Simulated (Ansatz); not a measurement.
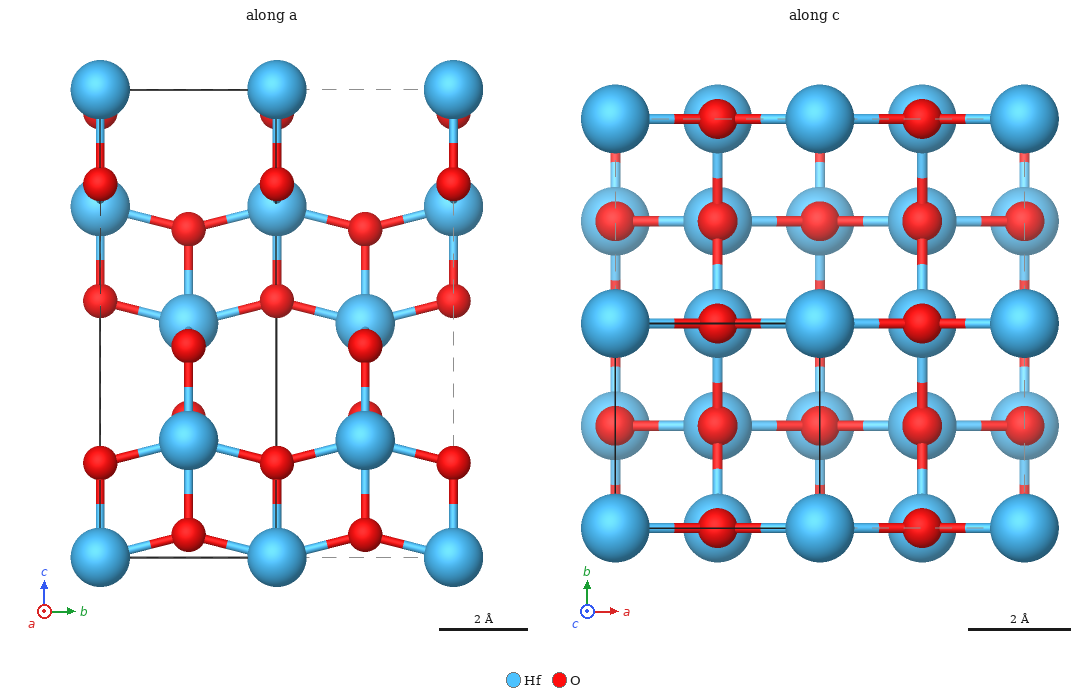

The figure gives a ball-and-stick picture of the atoms, viewed along the a axis and along the c axis. Shown are 2×2×1 repeats of the conventional unit cell, one of them outlined in solid lines.

HfO2, space group I4_1/amd (No. 141), a = 4.02 Å, b = 4.02 Å, c = 10.64 Å, α = 90.00°, β = 90.00°, γ = 90.00°.

Method used: DFT PBE, scalar-relativistic, plane waves, PAW in Ansatz. It ran with E_cut = 420 eV, k-points about 0.28 Å⁻¹ apart, Gaussian smearing of 0.02 eV, no spin polarisation.

Metal or not?

Answer. An insulator at this level, with a gap of 4.42 eV on the k-mesh (the true edges may lie between mesh points, so the gap can be somewhat smaller).

It goes back to a structure listed in the Materials Project, with elements exchanged, so it need not be a known form of the compound. The geometry is the end of a relaxation with DFT PBE, scalar-relativistic, plane waves, PAW in Ansatz.
